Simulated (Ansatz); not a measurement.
# Si2Ni: what the fields show

The calculation's input:

```
crystal:
  lattice:
    - [0.0, -2.7234129054, -2.7234129054]
    - [-2.7234129054, 0.0, -2.7234129054]
    - [2.7234129054, 2.7234129054, -5.4468258107]
  atoms:
    - { symbol: Si, position: [0.1377766927, 0.0994485519, 0.6249980627] }
    - { symbol: Si, position: [0.6122233073, 0.6505514481, 0.1250019373] }
    - { symbol: Si, position: [0.3622233073, 0.4005514481, 0.8750019373] }
    - { symbol: Si, position: [0.8877766927, 0.8494485519, 0.3749980627] }
    - { symbol: Ni, position: [0.5179883566, 0.4640232071, 0.5000000798] }
    - { symbol: Ni, position: [0.9820116434, 0.0359767929, -7.98e-08] }
basis:
  ecutwfc: 420
kpoints:
  mp_grid: { grid: [12, 12, 14] }
hamiltonian:
  xc: pbe
scf:
  occupations: { method: gaussian, width: 0.15 }
output:
  forces: true
  stress: true
  eigenvalues: true
  write_density: true
  write_potential: true
  elf: true
  volumetric_format: npy
```

Run with:

```sh
ansatz run input.yaml --threads 2 --pin off --max-ram 5120MiB --backend cpu --events-out ev --progress --plain --runs-dir out
```

Below, planes, directions and counts refer to the conventional cell (a = 6.67 Å, b = 3.85 Å, c = 6.67 Å, α = 90.00°, β = 109.47°, γ = 90.00°).

Space group C2/m; computed without spin polarisation.

Computed with DFT PBE, scalar-relativistic, plane waves, PAW in Ansatz 0.2.0.

In a PAW calculation such maps are meaningful between the atoms, not at the nuclei.

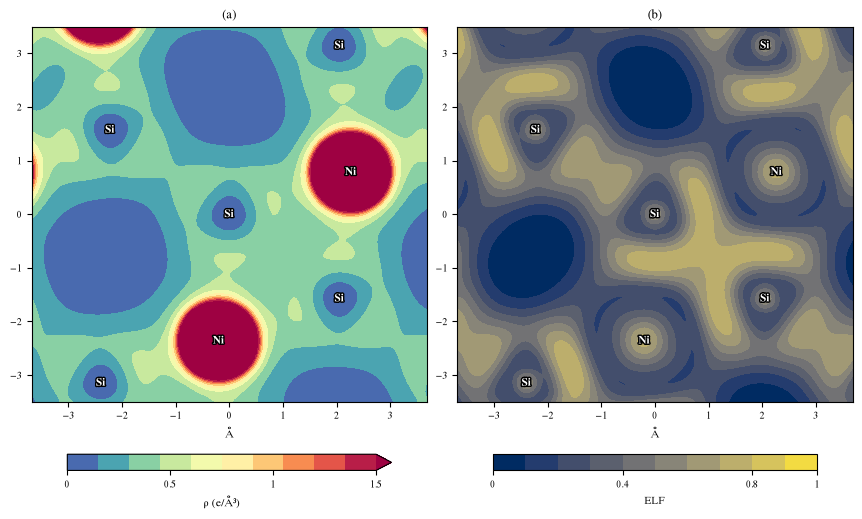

Figure 1. (a) valence electron density; (b) electron localisation function on the (010) plane of the conventional cell.

**Read the bonding off the picture.**

Atoms in the plane: Si and Ni. Si–Ni (2.33 Å): ρ at the midpoint is about 0.49 e/Å³; the ELF peaks at about 0.80 in the valence shell of Si, 0.9 Å from its nucleus, and is about 0.55 at the midpoint. Si–Ni (2.39 Å): ρ is about 0.44 e/Å³ halfway; the ELF peaks at about 0.75 in the valence shell of Si, 0.9 Å from its nucleus, and is about 0.50 at the midpoint. Between the atoms the lowest density in this plane is 0.03 e/Å³. The features right at Ni lie inside the PAW spheres, where the map follows smoothed inner orbitals and isn't to be read closely.

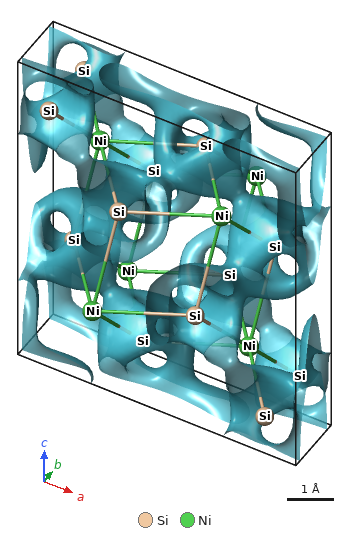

Figure 2. Isosurface of the electron localisation function at 0.6 (cyan), seen slightly off an axis. Only the valence region is drawn (cores and ρ < 0.01 e/Å³ removed). Sticks mark near contacts.

**What do the ELF domains correspond to?**

The surface consists of one network that runs through the whole crystal, counted in one cell of 12 atoms. Regions shared between cells count once. Along the contacts the grid gives the following. Si–Ni (2.37 Å): the ELF peaks at about 0.75 in the valence shell of Si, 0.9 Å from its nucleus, and is about 0.50 at the midpoint.

**Does the calculation give a band gap?**

It is metallic or semimetallic at this level of theory: no gap opens.
